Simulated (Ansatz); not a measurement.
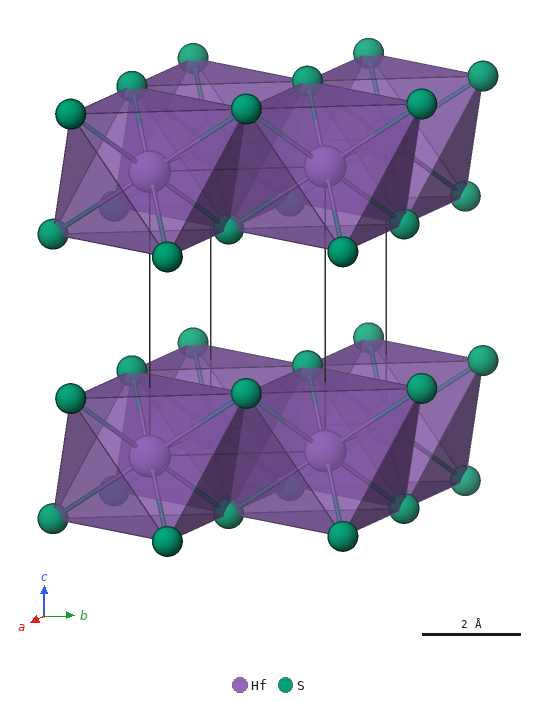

Fig. 1: The structure (polyhedral view of the cell of the calculation, seen slightly off an axis; polyhedra are completed across the faces of the cell).

**Run report: HfS2, band-structure calculation (part 1 of 2)**

- system: HfS2 (3 atoms in the cell)
- method: DFT, HSE06, plane waves, PAW, no spin polarisation (Ansatz 0.2.0)

The structure derives from a Materials Project entry. The geometry comes from this level: r2scan-rvv10 (a point of a series of strains). It belongs to a series of runs on one base structure; here: hydrostatic strain +0.8%.

**Input**
```yaml
crystal:
  lattice:
    - [3.6603760808, 0.0, 0.0]
    - [-1.8301880404, 3.1699786734, 0.0]
    - [0.0, 0.0, 5.9274995481]
  atoms:
    - { symbol: Hf, position: [0.0, 0.0, 0.0] }
    - { symbol: S, position: [0.6666666667, 0.3333333333, 0.7593748374] }
    - { symbol: S, position: [0.3333333333, 0.6666666667, 0.2406251626] }
kpoints:
  mp_grid: { grid: [6, 6, 4] }
  band_path:
    path:
      - [0.0, 0.0, 0.0]
      - [0.5, 0.0, 0.0]
      - [0.3333333333, 0.3333333333, 0.0]
      - [0.0, 0.0, 0.5]
      - [0.5, 0.0, 0.5]
      - [0.3333333333, 0.3333333333, 0.5]
      - [0.0, 0.25, 0.25]
      - [-0.109375, 0.052083, 0.0]
      - [0.0, 0.5, 0.5]
    npoints: 1
hamiltonian:
  xc: hse06
scf:
  occupations: { method: fixed }
  n_extra_bands: 4
output:
  forces: true
  stress: true
  eigenvalues: true
  write_density: true
  write_potential: true
  elf: true
  volumetric_format: npy
```

Launch command:
```bash
ansatz run input.yaml --threads 4 --pin off --max-ram 5529MiB --backend cpu --events-out ev --progress --plain --runs-dir out
```

**Output**
```
Warning: output.stress: scf.convergence.dr2_threshold = 1e-7 eV (the SCF's general default) is looser than the 3e-10 eV advised for a printed stress (1e-10 eV for each atom of the cell: 3). What an SCF threshold leaves in a stress goes as its square root, and in the free energy as the threshold itself, and one threshold admits the most on a small cell: of the crystals measured, under no hybrid functional and no lock of the moments, on runs that ended without the residual-converged pass, on stresses that held no estimate of that error, the worst erred by over 100 MPa in a component at 1e-7 eV an atom and by under 5 at 1e-10. Set scf.convergence.dr2_threshold to 3e-10 eV or tighter. The threshold is an SCF's pass mark: one that does not reach it within its budget of iterations ends unconverged, or closes short of it on a stop that the run arms, and scf.convergence.dr2_threshold's page says what that costs each kind of run
Warning: output.stress: scf.exx.energy_threshold = 1e-6 eV is looser than the 3e-8 eV advised for a stress under a hybrid functional (1e-8 eV for each atom of the cell: 3). Every SCF of the exchange loop can meet its threshold on dr2 while the loop round them stops early: no threshold on dr2 bounds what that leaves in the stress. Set scf.exx.energy_threshold to 3e-8 eV or tighter. The threshold is the loop's pass mark: a loop that does not reach it within its budget of cycles ends unconverged, and scf.exx.energy_threshold's page has the law
scf.n_extra_bands = 4 over 19 filled bands (N_el = 38.0): the run solves 23 bands
Engine: ansatz 0.2.0, aarch64-unknown-linux-gnu
Pseudopotentials: kind: paw
Pseudopotential: Hf, paw, valence charge 26, recommended cutoff 420 eV (normal), Hf.paw.azcp
Pseudopotential: S, paw, valence charge 6, recommended cutoff 420 eV (normal), S.paw.azcp
Functional definition: HSE06
  parameter a = 0.25
  parameter omega = 0.11/bohr
  exchange = pbe_x - a*pbe_x_sr(omega) + a*exact_x_sr(omega)
  correlation = pbe_c
davidson cushion auto → on  (no smearing: the cushion is to keep the highest requested band from converging to the state above it; pin scf.eigensolver.cushion to override)
Crystal: 3 atoms, lattice volume = 68.779 Å³
Basis set: ecut = 420 eV, 1327 PW (Γ), exchange–correlation on 50×50×80 points (8 copies of the dense FFT grid, shifted against one another)
Bands: 23, of which v1, the nominal top of the filled ones, is band 19 counted from 1 (18 counted from 0)
Symmetry: 12 space group operations
Space group: P-3m1 (ITA 164), of the structure as read, at distance tolerance 4.1e-5 Å
k-points: 24 of 144
Non-local potential: Hf, projectors of the file, l = 0: 3, l = 1: 2, l = 2: 2, l = 3: 3
Non-local potential: S, projectors of the file, l = 0: 2, l = 1: 2, l = 2: 2
PAW form: soft (Blöchl's): semilocal exchange-correlation on the pseudo side does not see the compensation charge
PAW frozen core: Hf, regenerated for the run's functional, and the local potential with it (the file was generated under x = pbe(κ = 0.804, μ = 0.2195149727645171), c = pbe(β = 0.06672455060314922))
PAW frozen core: S, regenerated for the run's functional, and the local potential with it (the file was generated under x = pbe(κ = 0.804, μ = 0.2195149727645171), c = pbe(β = 0.06672455060314922))
PAW one-centre angular grid: Hf, 590 points (default); XC on 64 Gauss nodes
PAW one-centre angular grid: S, 110 points (default); XC on 64 Gauss nodes
Initial density: superposition of atomic densities (neutral atoms: chi_scale 0, normalization atom), corrected by the library's trained network
Initial wavefunctions: pseudopotential atomic-orbital guess
Functional: x = pbe(κ = 0.804, μ = 0.2195149727645171), c = pbe(β = 0.06672455060314922), warm-up for x = pbe(κ = 0.804, μ = 0.2195149727645171) + 0.25 (exact − pbe) at short range (hse, ω = 0.20786987370883472 Å⁻¹), c = pbe(β = 0.06672455060314922); HSE06 as pw.x's `hse` composes it (authors' and Libxc's form: `xc: wpbeh`)
SCF iter   1: F=—  HF=-17530.167857 eV  |F-HF|=—  |Δ(HF+E_count)|=         —  Δρ=1.72e-3  dr2=1.81e-3  ethr=1.77e-3  ⟨swp⟩=5.9  Hψ=2340  notcnv=0
preconditioner: auto → none  [insulator: Δε(μ)=1.121 eV  Ē_g=11.750 eV  n_scr=22 (ndim 8)  ℏωp=24.5 eV  f_vac=0.088]
SCF iter   2: F=—  HF=-17530.168523 eV  |F-HF|=—  |Δ(HF+E_count)|=   6.66e-4  Δρ=1.05e-3  dr2=1.88e-3  ethr=4.77e-6  ⟨swp⟩=5.2  Hψ=2219  notcnv=0  defer=6
iter 3 solved again at ethr=3.79e-7 eV; its pass at ethr=4.77e-6 eV (dr2=1.44e-4 eV) is discarded
SCF iter   3: F=—  HF=-17530.168145 eV  |F-HF|=—  |Δ(HF+E_count)|=   3.78e-4  Δρ=6.23e-4  dr2=1.47e-4  ethr=3.79e-7  ⟨swp⟩=3.1  Hψ=2743  notcnv=0  defer=1
SCF iter   4: F=-17530.168344 eV  HF=-17530.168341 eV  |F-HF|=3.27e-6  |Δ(HF+E_count)|=   1.96e-4  Δρ=2.08e-4  dr2=2.66e-5  ethr=3.79e-7  ⟨swp⟩=3.2  Hψ=1455  notcnv=0  defer=1
SCF 1 stopped early in 4 iterations: F = -17530.168344 eV  dr2 = 2.66e-5
  greatest PAW one-centre occupation: 0.999 electrons in one spin orbital (limit 2), on the Hf atom at site 0 (counted from 0), in its partial waves of l = 0
Initial density: handed on by an earlier stage of this run
Initial wavefunctions: those handed on with the density
Functional: x = pbe(κ = 0.804, μ = 0.2195149727645171) + 0.25 (exact − pbe) at short range (hse, ω = 0.20786987370883472 Å⁻¹), c = pbe(β = 0.06672455060314922); HSE06 as pw.x's `hse` composes it (authors' and Libxc's form: `xc: wpbeh`)
Exchange kernel: α = 0.2500, screened, ω = 0.2079 Å⁻¹, Wigner–Seitz truncation, v(0) = 1046.3584 eV·Å³, q-mesh 6×6×4, nearest image of the exchange supercell L = 21.96 Å, pair-density grid 18×18×27, without the augmentation charges, whose exchange is taken in its separable form by FFT convolution over the k-point mesh (sized by the pseudopotential files, 24×24×40 at the most), smooth part of the exact exchange by density-matrix convolution
Frozen-core exchange: fock
SCF iter   1: F=—  HF=-17531.909942 eV  |F-HF|=—  |Δ(HF+E_count)|=         —  Δρ=6.22e-3  dr2=5.20e-2  ethr=7.00e-7  ⟨swp⟩=7.7  Hψ=3127  notcnv=0
preconditioner: auto → none  [insulator: Δε(μ)=2.065 eV  Ē_g=14.822 eV  n_scr=22 (ndim 8)  ℏωp=24.5 eV  f_vac=0.088]
SCF iter   2: F=—  HF=-17531.856078 eV  |F-HF|=—  |Δ(HF+E_count)|=   5.39e-2  Δρ=3.85e-3  dr2=1.92e-2  ethr=7.00e-7  ⟨swp⟩=5.9  Hψ=2643  notcnv=0
SCF iter   3: F=—  HF=-17531.852079 eV  |F-HF|=—  |Δ(HF+E_count)|=   4.00e-3  Δρ=1.69e-3  dr2=4.86e-3  ethr=7.00e-7  ⟨swp⟩=4.9  Hψ=2223  notcnv=0
SCF iter   4: F=—  HF=-17531.866936 eV  |F-HF|=—  |Δ(HF+E_count)|=   1.49e-2  Δρ=1.25e-3  dr2=1.54e-3  ethr=7.00e-7  ⟨swp⟩=4.1  Hψ=2180  notcnv=0
SCF iter   5: F=—  HF=-17531.866071 eV  |F-HF|=—  |Δ(HF+E_count)|=   8.65e-4  Δρ=5.25e-4  dr2=1.87e-4  ethr=7.00e-7  ⟨swp⟩=4.0  Hψ=1723  notcnv=0
SCF iter   6: F=—  HF=-17531.865873 eV  |F-HF|=—  |Δ(HF+E_count)|=   1.99e-4  Δρ=1.81e-4  dr2=3.70e-5  ethr=2.80e-7  ⟨swp⟩=4.0  Hψ=1624  notcnv=0
SCF iter   7: F=—  HF=-17531.866117 eV  |F-HF|=—  |Δ(HF+E_count)|=   2.45e-4  Δρ=1.34e-4  dr2=2.82e-5  ethr=3.31e-8  ⟨swp⟩=4.2  Hψ=1986  notcnv=0
SCF iter   8: F=-17531.866106 eV  HF=-17531.866107 eV  |F-HF|=3.43e-7  |Δ(HF+E_count)|=   1.06e-5  Δρ=2.01e-5  dr2=8.23e-7  ethr=3.31e-8  ⟨swp⟩=3.6  Hψ=1650  notcnv=0
SCF 2 stopped early in 8 iterations: F = -17531.866106 eV  dr2 = 8.23e-7
  Residual-converged pass: ⟨swp⟩=4.0  Hψ=1643  notcnv=0  max |occ|·‖R‖ = 6.5e-6 eV (tolerance 6.7e-6 eV)  dr2=8.22e-7  dr2_onsite=1.46e-7  max |Δocc| = 0.0e0
  greatest PAW one-centre occupation: 1.002 electrons in one spin orbital (limit 2), on the Hf atom at site 0 (counted from 0), in its partial waves of l = 0
hybrid outer 1: dexx = +1.653e-2 eV, tail = 1.16e-3 eV
Exchange kernel: α = 0.2500, screened, ω = 0.2079 Å⁻¹, Wigner–Seitz truncation, v(0) = 1046.3584 eV·Å³, q-mesh 6×6×4, nearest image of the exchange supercell L = 21.96 Å, pair-density grid 18×18×27, without the augmentation charges, whose exchange is taken in its separable form by FFT convolution over the k-point mesh (sized by the pseudopotential files, 24×24×40 at the most), smooth part of the exact exchange by density-matrix convolution
Frozen-core exchange: fock
SCF iter   1: F=—  HF=-17531.865859 eV  |F-HF|=—  |Δ(HF+E_count)|=         —  Δρ=9.32e-5  dr2=1.04e-5  ethr=1.52e-5  ⟨swp⟩=2.0  Hψ=1224  notcnv=0
preconditioner: auto → none  [insulator: Δε(μ)=1.978 eV  Ē_g=14.528 eV  n_scr=22 (ndim 8)  ℏωp=24.5 eV  f_vac=0.089]
SCF iter   2: F=—  HF=-17531.865858 eV  |F-HF|=—  |Δ(HF+E_count)|=   1.43e-6  Δρ=2.90e-5  dr2=3.85e-7  ethr=2.64e-8  ⟨swp⟩=4.0  Hψ=1580  notcnv=0
SCF iter   3: F=—  HF=-17531.865860 eV  |F-HF|=—  |Δ(HF+E_count)|=   1.74e-6  Δρ=1.03e-5  dr2=1.40e-7  ethr=5.72e-10  ⟨swp⟩=4.4  Hψ=1989  notcnv=0
SCF iter   4: F=—  HF=-17531.865859 eV  |F-HF|=—  |Δ(HF+E_count)|=   4.01e-8  Δρ=1.47e-6  dr2=4.14e-9  ethr=3.55e-10  ⟨swp⟩=3.0  Hψ=1366  notcnv=0
SCF iter   5: F=-17531.865860 eV  HF=-17531.865860 eV  |F-HF|=1.28e-9  |Δ(HF+E_count)|=   3.14e-8  Δρ=1.51e-6  dr2=2.03e-9  ethr=2.17e-12  ⟨swp⟩=6.1  Hψ=2314  notcnv=0  defer=4
SCF 3 converged in 5 iterations: F = -17531.865860 eV  dr2 = 2.03e-9
  Residual-converged pass: ⟨swp⟩=2.7  Hψ=1242  notcnv=0  max |occ|·‖R‖ = 5.3e-7 eV (tolerance 5.4e-7 eV)  dr2=2.03e-9  dr2_onsite=1.16e-10  max |Δocc| = 0.0e0
hybrid outer 2: dexx = +1.902e-6 eV, tail = 8.16e-8 eV, Δε = 7.30e-3 eV (about 2.47e-4 eV left of the loop's levels), ΔF = 1.51e-2 eV/Å (tail 2.38e-3)
Exchange kernel: α = 0.2500, screened, ω = 0.2079 Å⁻¹, Wigner–Seitz truncation, v(0) = 1046.3584 eV·Å³, q-mesh 6×6×4, nearest image of the exchange supercell L = 21.96 Å, pair-density grid 18×18×27, without the augmentation charges, whose exchange is taken in its separable form by FFT convolution over the k-point mesh (sized by the pseudopotential files, 24×24×40 at the most), smooth part of the exact exchange by density-matrix convolution
Frozen-core exchange: fock
SCF iter   1: F=—  HF=-17531.865859 eV  |F-HF|=—  |Δ(HF+E_count)|=         —  Δρ=3.04e-6  dr2=2.91e-9  ethr=1.07e-9  ⟨swp⟩=3.6  Hψ=1321  notcnv=0
preconditioner: auto → none  [insulator: Δε(μ)=1.980 eV  Ē_g=14.529 eV  n_scr=22 (ndim 8)  ℏωp=24.5 eV  f_vac=0.089]
SCF iter   2: F=-17531.865859 eV  HF=-17531.865859 eV  |F-HF|=2.66e-10  |Δ(HF+E_count)|=  6.55e-11  Δρ=7.24e-7  dr2=7.24e-10  ethr=6.65e-12  ⟨swp⟩=4.0  Hψ=1907  notcnv=0
SCF 4 converged in 2 iterations: F = -17531.865859 eV  dr2 = 7.24e-10
  Residual-converged pass: ⟨swp⟩=2.3  Hψ=1128  notcnv=0  max |occ|·‖R‖ = 1.0e-6 eV (tolerance 1.0e-6 eV)  dr2=7.25e-10  dr2_onsite=1.06e-10  max |Δocc| = 0.0e0
```

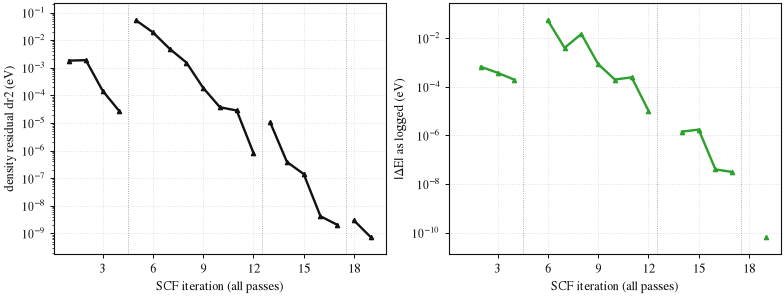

Fig. 2: Convergence of the self-consistent field: density residual dr2 and size of the energy change against the SCF iteration. The run starts with a semilocal functional; after that each stretch between dotted lines is one SCF of the hybrid functional between two exact rebuilds of the exchange operator by the outer loop. Early passes are stopped at a loose threshold. The passes take 4, 8, 5 and 2 iterations.

```
hybrid outer 3: dexx = +1.832e-9 eV, tail = 1.91e-9 eV, Δε = 1.03e-4 eV (about 2.21e-5 eV left of the loop's levels), ΔF = 2.60e-6 eV/Å (tail 3.40e-4)
the search or the solves at the SCF's close seem to have found levels that the self-consistency loop had missed (the run counts 1). By its estimate they hold under 1e-12 electrons; where the run keeps them, the occupations were computed again with them
NSCF: frozen V_eff on 9 k-points
hybrid SCF converged: 3 outer / 15 inner (+4 warm-up), last move |dexx| = 1.83e-9 eV, tail = 1.91e-9 eV
Stability not checked: this state was not tested for a lower state beside it, because the functional holds exact exchange (a hybrid, or Hartree-Fock), whose exchange loop this test does not read (fock_operator; see scf.lower_state_search)
Free energy (F): -17531.865859 eV
Frozen-core exchange: fock
Harris-Foulkes:  -17531.865859 eV  (|F-HF|=2.66e-10)
Internal energy: -17531.865859 eV  (E = F + TS)
E sigma→0 (E₀):  -17531.865859 eV
Fermi energy:    8.117591 eV
--- Per-component energies (eV) ---
  E_band       = -315.992727
  E_kinetic    = 629.115445
  E_local      = -8282.358802  (includes V_loc(G=0)·N_el)
  E_nonlocal   = -1202.213740
  E_hartree    = 3815.004792
  E_xc         = -391.883934
  E_vxc        = -349.443818  (∫ρ·V_xc dr)
  E_exx        = -137.753032  (= α·E_x^exact, valence–valence)
  E_paw        = -8078.529492  (= ΣΔE_a)
  E_vpaw       = 1534.405051  (= ΣTr[D̂ρ^β])
  E_aug_tail   = 0.000002  (compensation charges beyond the density's cutoff)
  E_ewald      = -3884.212424
  E_core_change = 0.965325  (= ΣΔE_core)
  E_smearing   = -0.000000  (= −TS)
  E_closure    = 0.000000  (closes the sum)
  Σ components = -17531.865859   (vs F -17531.865859, Δ=0.00e0)
--- Forces (eV/Å), atoms counted from 1 ---
  atom   1  Hf    -0.00000000     0.00000000     0.00000000
  atom   2  S     -0.00000000    -0.00000000     0.06062761
  atom   3  S      0.00000000     0.00000000    -0.06062761
  max |Σ_I F_I| component: 9.25e-18 eV/Å
--- Stress (GPa, compression-positive) ---
       -0.331784       0.000000       0.000000
       -0.000000      -0.331784      -0.000000
        0.000000      -0.000000       1.043155
  P = ⅓ Tr σ = 0.1265 GPa (1.265 kbar)
--- Band table (eV; the first three rows and the last of 24) ---
```
